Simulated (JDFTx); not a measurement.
# Run report: Sc, tune calculation

System: Sc (P6₃/mmc, 2 atoms in the cell).
Method: Kohn-Sham DFT of a periodic cell, PBE, PseudoDojo-SR-PBE-0.5-standard, no spin polarisation (JDFTx 1.7.0 (patched build)).

The structure derives from an entry of the Crystallography Open Database. The run did not end well.

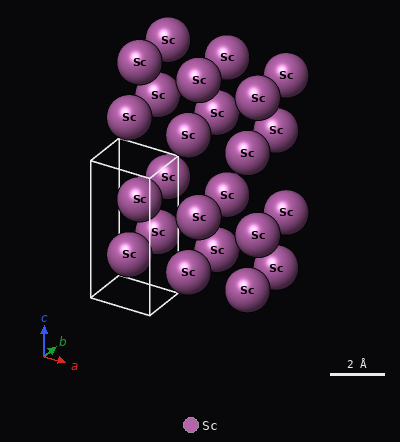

Fig. 1: The structure (spheres-only view of the cell of the calculation, repeated 3 × 2 × 2, seen slightly off an axis). An atom can appear more than once, as a periodic image.

**Input**
```
lattice \
    6.2531037464    -3.1265518732     0.0000000000 \
    0.0000000000     5.4153466968     0.0000000000 \
    0.0000000000     0.0000000000     9.9650927730
coords-type Lattice
ion Sc     0.6666666667     0.3333333333     0.7500000000 1
ion Sc     0.3333333333     0.6666666667     0.2500000000 1

ion-species pseudo/Sc.upf
elec-cutoff 39 312
elec-ex-corr gga-PBE
kpoint-folding 9 9 5
elec-smearing Fermi 0.0018374661
elec-n-bands 17
electronic-minimize nIterations 200 energyDiffThreshold 1e-09 dirUpdateScheme L-BFGS
forces-output-coords Cartesian

dump-name run.$VAR
dump End Ecomponents EigStats BandEigs Kpoints Forces Stress
```

Launch command:
```bash
jdftx -c 8 -i Sc.in -o Sc.out
```

**The program's output**
```
*************** JDFTx 1.7.0 (patched build) ***************

Input parsed successfully to the following command list (including defaults):
[... the input with its defaults ...]

---------- Setting up symmetries ----------

Found 24 point-group symmetries of the bravais lattice
Found 24 space-group symmetries with basis
Applied RMS atom displacement 3.61023e-10 bohrs to make symmetries exact.

---------- Initializing the Grid ----------
R =
[       6.2531     -3.12655            0  ]
[            0      5.41535            0  ]
[            0            0      9.96509  ]
unit cell volume = 337.445
G =
[    1.00481   0.580128         -0  ]
[          0    1.16026          0  ]
[          0         -0   0.630519  ]
Minimum fftbox size, Smin = [  52  52  80  ]
Chosen fftbox size, S = [  54  54  80  ]

---------- Initializing tighter grid for wavefunction operations ----------
R =
[       6.2531     -3.12655            0  ]
[            0      5.41535            0  ]
[            0            0      9.96509  ]
unit cell volume = 337.445
G =
[    1.00481   0.580128         -0  ]
[          0    1.16026          0  ]
[          0         -0   0.630519  ]
Minimum fftbox size, Smin = [  36  36  60  ]
Chosen fftbox size, S = [  36  36  60  ]

---------- Exchange Correlation functional ----------
Initalized PBE GGA exchange.
Initalized PBE GGA correlation.

---------- Setting up pseudopotentials ----------
Width of ionic core gaussian charges (only for fluid interactions / plotting) set to 0

Reading pseudopotential file 'pseudo/Sc.upf':
  'Sc' pseudopotential, 'PBE' functional
  Generated using ONCVPSP code by D. R. Hamann
  11 valence electrons, 4 orbitals, 6 projectors, 1001 radial grid points, with lMax = 2
    3S    l: 0   occupation:  2.0   eigenvalue: -2.022648
    3P    l: 1   occupation:  6.0   eigenvalue: -1.235680
    3D    l: 2   occupation:  1.0   eigenvalue: -0.118824
    4S    l: 0   occupation:  2.0   eigenvalue: -0.153727
  Core radius for overlap checks: 1.60 bohrs.

Initialized 1 species with 2 total atoms.

Folded 1 k-points by 9x9x5 to 405 k-points.

---------- Setting up k-points, bands, fillings ----------
Reduced to 36 k-points under symmetry.
Computing the number of bands and number of electrons
Calculating initial fillings.
nElectrons:  22.000000   nBands: 17   nStates: 36

----- Setting up reduced wavefunction bases (one per k-point) -----
average nbasis = 3924.126 , ideal nbasis = 3925.493

---------- Setting up ewald sum ----------
Optimum gaussian width for ewald sums = 2.474417 bohr.
Real space sum over 1521 unit cells with max indices [  6  6  4  ]
Reciprocal space sum over 2057 terms with max indices [  5  5  8  ]

---------- Allocating electronic variables ----------
Initializing wave functions:  linear combination of atomic orbitals
Sc pseudo-atom occupations:   s ( 2 2 )  p ( 6 )  d ( 1 )
	FillingsUpdate:  mu: +0.392900530  nElectrons: 22.000000
LCAOMinimize: Iter:   0  F: -93.4651781226003777  |grad|_K:  6.509e-04  alpha:  1.000e+00
	FillingsUpdate:  mu: +0.386072610  nElectrons: 22.000000
LCAOMinimize: Iter:   1  F: -93.4676628657937272  |grad|_K:  9.242e-06  alpha:  7.525e-01  linmin: -1.091e-01  cgtest:  7.859e-01
LCAOMinimize: Encountered beta<0, resetting CG.
	FillingsUpdate:  mu: +0.385996409  nElectrons: 22.000000
LCAOMinimize: Iter:   2  F: -93.4676633889340138  |grad|_K:  4.018e-07  alpha:  7.716e-01  linmin: -1.490e-03  cgtest:  1.096e-02
	FillingsUpdate:  mu: +0.385996305  nElectrons: 22.000000
LCAOMinimize: Iter:   3  F: -93.4676633901593306  |grad|_K:  2.909e-08  alpha:  9.574e-01  linmin:  1.093e-02  cgtest: -5.253e-02
LCAOMinimize: Converged (|Delta F|<1.000000e-06 for 2 iters).

-------- Electronic minimization -----------
	FillingsUpdate:  mu: +0.385996305  nElectrons: 22.000000
ElecMinimize: Iter:   0  F: -93.467663390159302  |grad|_K:  1.610e-04
ElecMinimize: 	Wolfe criterion not satisfied: alpha: 1  (E-E0)/|gdotd0|: 0.0262602  gdotd/gdotd0: -1.05255 (taking cubic step)
	FillingsUpdate:  mu: +0.363329240  nElectrons: 22.000000
	SubspaceRotationAdjust: set factor to 1
ElecMinimize: Iter:   1  F: -93.498052413743807  |grad|_K:  1.150e-04  alpha:  4.872e-01  linmin:  1.007e-04
ElecMinimize: 	Bad step direction: g.d > 0.
ElecMinimize: 	Undoing step.
ElecMinimize: 	Step failed: resetting history.
	FillingsUpdate:  mu: +0.363329240  nElectrons: 22.000000
	SubspaceRotationAdjust: set factor to 1.01
ElecMinimize: Iter:   2  F: -93.498052413743807  |grad|_K:  1.149e-04
ElecMinimize: 	Wolfe criterion not satisfied: alpha: 1  (E-E0)/|gdotd0|: 0.171237  gdotd/gdotd0: -1.32742 (taking cubic step)
	FillingsUpdate:  mu: +0.360900863  nElectrons: 22.000000
	SubspaceRotationAdjust: set factor to 1.04
ElecMinimize: Iter:   3  F: -93.511487136809535  |grad|_K:  9.178e-05  alpha:  4.249e-01  linmin:  1.693e-04
	FillingsUpdate:  mu: +0.348352696  nElectrons: 22.000000
	SubspaceRotationAdjust: set factor to 1.07
ElecMinimize: Iter:   4  F: -93.530371969432252  |grad|_K:  9.619e-05  alpha:  1.000e+00  linmin: -5.870e-03
ElecMinimize: 	Wolfe criterion not satisfied: alpha: 1  (E-E0)/|gdotd0|: 3.35111  gdotd/gdotd0: -8.95563 (taking cubic step)
	FillingsUpdate:  mu: +0.342756060  nElectrons: 22.000000
	SubspaceRotationAdjust: set factor to 1.08
ElecMinimize: Iter:   5  F: -93.534074661308750  |grad|_K:  1.044e-04  alpha:  1.481e-01  linmin:  7.961e-05
ElecMinimize: 	Bad step direction: g.d > 0.
ElecMinimize: 	Undoing step.
ElecMinimize: 	Step failed: resetting history.
	FillingsUpdate:  mu: +0.342756060  nElectrons: 22.000000
	SubspaceRotationAdjust: set factor to 1.1
ElecMinimize: Iter:   6  F: -93.534074661308779  |grad|_K:  1.043e-04
ElecMinimize: 	Wolfe criterion not satisfied: alpha: 1  (E-E0)/|gdotd0|: 0.607793  gdotd/gdotd0: -2.24405 (taking cubic step)
	FillingsUpdate:  mu: +0.339676803  nElectrons: 22.000000
	SubspaceRotationAdjust: set factor to 1.24
ElecMinimize: Iter:   7  F: -93.542323999623676  |grad|_K:  3.816e-05  alpha:  3.139e-01  linmin:  3.708e-04
	FillingsUpdate:  mu: +0.338824261  nElectrons: 22.000000
	SubspaceRotationAdjust: set factor to 1.37
ElecMinimize: Iter:   8  F: -93.543810292283823  |grad|_K:  3.352e-05  alpha:  1.000e+00  linmin: -3.529e-02
ElecMinimize: 	Wolfe criterion not satisfied: alpha: 1  (E-E0)/|gdotd0|: 0.376503  gdotd/gdotd0: -1.84259 (taking cubic step)
	FillingsUpdate:  mu: +0.337782934  nElectrons: 22.000000
	SubspaceRotationAdjust: set factor to 1.38
ElecMinimize: Iter:   9  F: -93.544805345975021  |grad|_K:  4.904e-05  alpha:  3.739e-01  linmin: -6.663e-05
ElecMinimize: 	Wolfe criterion not satisfied: alpha: 1  (E-E0)/|gdotd0|: 3.16526  gdotd/gdotd0: -7.76157 (taking cubic step)
	FillingsUpdate:  mu: +0.336996411  nElectrons: 22.000000
	SubspaceRotationAdjust: set factor to 1.38
[... 181 further cycles ...]
ElecMinimize: Iter: 191  F: -92.028273009393203  |grad|_K:  1.238e-03
ElecMinimize: 	Wolfe criterion not satisfied: alpha: 1  (E-E0)/|gdotd0|: 0.773455  gdotd/gdotd0: -2.79677 (taking cubic step)
	FillingsUpdate:  mu: +0.348657716  nElectrons: 22.000000
	SubspaceRotationAdjust: set factor to 2.8
ElecMinimize: Iter: 192  F: -92.975975815943670  |grad|_K:  8.541e-04  alpha:  3.052e-01  linmin:  8.578e-03
ElecMinimize: 	Bad step direction: g.d > 0.
ElecMinimize: 	Undoing step.
ElecMinimize: 	Step failed: resetting history.
	FillingsUpdate:  mu: +0.348657716  nElectrons: 22.000000
	SubspaceRotationAdjust: set factor to 3.1
ElecMinimize: Iter: 193  F: -92.975975815943656  |grad|_K:  8.996e-04
ElecMinimize: 	Wolfe criterion not satisfied: alpha: 1  (E-E0)/|gdotd0|: 0.857443  gdotd/gdotd0: -2.57535 (taking cubic step)
	FillingsUpdate:  mu: +0.327121368  nElectrons: 22.000000
	SubspaceRotationAdjust: set factor to 3.7
ElecMinimize: Iter: 194  F: -93.485224615220531  |grad|_K:  2.916e-04  alpha:  2.573e-01  linmin:  1.170e-03
ElecMinimize: 	Bad step direction: g.d > 0.
ElecMinimize: 	Undoing step.
ElecMinimize: 	Step failed: resetting history.
	FillingsUpdate:  mu: +0.327121368  nElectrons: 22.000000
	SubspaceRotationAdjust: set factor to 3.97
ElecMinimize: Iter: 195  F: -93.485224615220531  |grad|_K:  3.020e-04
ElecMinimize: 	Wolfe criterion not satisfied: alpha: 1  (E-E0)/|gdotd0|: 1.40651  gdotd/gdotd0: -3.73303 (taking cubic step)
	FillingsUpdate:  mu: +0.329603330  nElectrons: 22.000000
	SubspaceRotationAdjust: set factor to 3.18
ElecMinimize: Iter: 196  F: -93.542816283359656  |grad|_K:  8.594e-05  alpha:  2.031e-01  linmin: -1.810e-02
ElecMinimize: 	Wolfe criterion not satisfied: alpha: 1  (E-E0)/|gdotd0|: 0.80481  gdotd/gdotd0: -2.93493 (taking cubic step)
ElecMinimize: 	Wolfe criterion not satisfied: alpha: 0.306889  (E-E0)/|gdotd0|: 0.782827  gdotd/gdotd0: -4.44473 (taking cubic step)
ElecMinimize: 	Wolfe criterion not satisfied: alpha: 0.0309544  (E-E0)/|gdotd0|: 0.410683  gdotd/gdotd0: -18.703 (taking cubic step)
ElecMinimize: 	Wolfe criterion not satisfied: alpha: 0.000678569  (E-E0)/|gdotd0|: 0.0282976  gdotd/gdotd0: -21.2147 (taking cubic step)
ElecMinimize: 	Undoing step.
ElecMinimize: 	Step failed: resetting history.
	FillingsUpdate:  mu: +0.319342061  nElectrons: 22.000000
	SubspaceRotationAdjust: set factor to 1.59
ElecMinimize: Iter: 197  F: -92.038175519458548  |grad|_K:  2.382e-03  alpha:  3.218e-06
ElecMinimize: 	Wolfe criterion not satisfied: alpha: 1  (E-E0)/|gdotd0|: 0.0281837  gdotd/gdotd0: -0.0803091 (taking cubic step)
	FillingsUpdate:  mu: +0.339150606  nElectrons: 22.000000
	SubspaceRotationAdjust: set factor to 0.587
ElecMinimize: Iter: 198  F: -93.532642236023619  |grad|_K:  1.120e-04  alpha:  3.281e-01  linmin:  4.522e-02
ElecMinimize: 	Wolfe criterion not satisfied: alpha: 1  (E-E0)/|gdotd0|: 0.572312  gdotd/gdotd0: -0.378928 (taking cubic step)
ElecMinimize: 	Wolfe criterion not satisfied: alpha: 0.173741  (E-E0)/|gdotd0|: 0.221054  gdotd/gdotd0: -0.584088 (taking cubic step)
ElecMinimize: 	Wolfe criterion not satisfied: alpha: 0.0182229  (E-E0)/|gdotd0|: 0.0987853  gdotd/gdotd0: -3.33697 (taking cubic step)
ElecMinimize: 	Wolfe criterion not satisfied: alpha: 0.000629007  (E-E0)/|gdotd0|: 0.00680458  gdotd/gdotd0: 1.11077 (taking cubic step)
ElecMinimize: 	Undoing step.
ElecMinimize: 	Step failed: resetting history.
	FillingsUpdate:  mu: +0.334072144  nElectrons: 22.000000
	SubspaceRotationAdjust: set factor to 0.296
ElecMinimize: Iter: 199  F: -92.943499970130404  |grad|_K:  4.350e-04  alpha:  8.971e-06
	FillingsUpdate:  mu: +0.335971654  nElectrons: 22.000000
	SubspaceRotationAdjust: set factor to 0.257
ElecMinimize: Iter: 200  F: -93.448448921168676  |grad|_K:  1.297e-04  alpha:  1.000e+00  linmin: -3.409e-02
ElecMinimize: None of the convergence criteria satisfied after 200 iterations.
Setting wave functions to eigenvectors of Hamiltonian

# Stress tensor in Cartesian coordinates [Eh/a0^3]:
[   0.00127396            0            0  ]
[            0   0.00127396            0  ]
[            0            0  0.000747857  ]

# Ionic positions in lattice coordinates:
ion Sc   0.666666666666667   0.333333333333333   0.750000000000000 1
ion Sc   0.333333333333333   0.666666666666667   0.250000000000000 1

# Forces in Cartesian coordinates:
force Sc  -0.000000000000000  -0.000000000000000   0.000000000000000 1
force Sc   0.000000000000000   0.000000000000000   0.000000000000000 1

# Energy components:
   Eewald =      -63.2377815362983284
       EH =       21.3027246912729460
     Eloc =      -78.9023443910454461
      Enl =        4.5417997236784942
      Exc =      -16.1781413313792619
 Exc_core =        3.2395683656889660
       KE =       35.7871848217091895
-------------------------------------
     Etot =      -93.4469896563734324
       TS =        0.0014592647952372
-------------------------------------
        F =      -93.4484489211686764

IonicMinimize: Iter:   0  F: -93.448448921168676  |grad|_K:  5.577e-36
IonicMinimize: Converged (|grad|_K<1.000000e-04).

#--- Lowdin population analysis ---
# oxidation-state Sc +0.144 +0.144

Dumping 'run.eigStats' ...
	eMin: -1.478069 at state 1 ( [ +0.000000 +0.000000 +0.200000 ] spin 0 )
	HOMO: +0.395980 at state 0 ( [ +0.000000 +0.000000 +0.000000 ] spin 0 )
	mu  : +0.335972
	LUMO: +0.326734 at state 12 ( [ +0.000000 +0.444444 +0.000000 ] spin 0 )
	eMax: +0.478320 at state 12 ( [ +0.000000 +0.444444 +0.000000 ] spin 0 )
	HOMO-LUMO gap: -0.069246
	Optical gap  : +0.000016 at state 35 ( [ +0.333333 +0.333333 +0.400000 ] spin 0 )
WARNING: the last solve of the electrons (or of bands or displaced states from it) ended unconverged.
Done!
```

**Outcome**

| quantity | value |
| --- | --- |
| outcome | not converged |
| space group (tolerance 0.01 Å) | P6₃/mmc (194) |
| electrons treated | 22 |
| free energy | −2542.8618 eV |
| Fermi energy | 9.142 eV |
| gap on the k-point mesh | none (metallic) |
| pressure | −32.32 GPa |
| largest force (length of the vector) | under 0.001 eV/Å |
| hardware | 8 threads of Arm Neoverse N1, 90 GiB of memory available, host not shared |
| wall time | 18 min (CPU time 56 min) |
| peak memory | 1.3 GiB |

The run did not converge. Its last values are not results. Further notes kept with the run: electrons: none of the convergence criteria satisfied. Notes on the run: WARNING: the last solve of the electrons (or of bands or displaced states from it) ended unconverged. Points of doubt noted for this run: minimiser may end high.
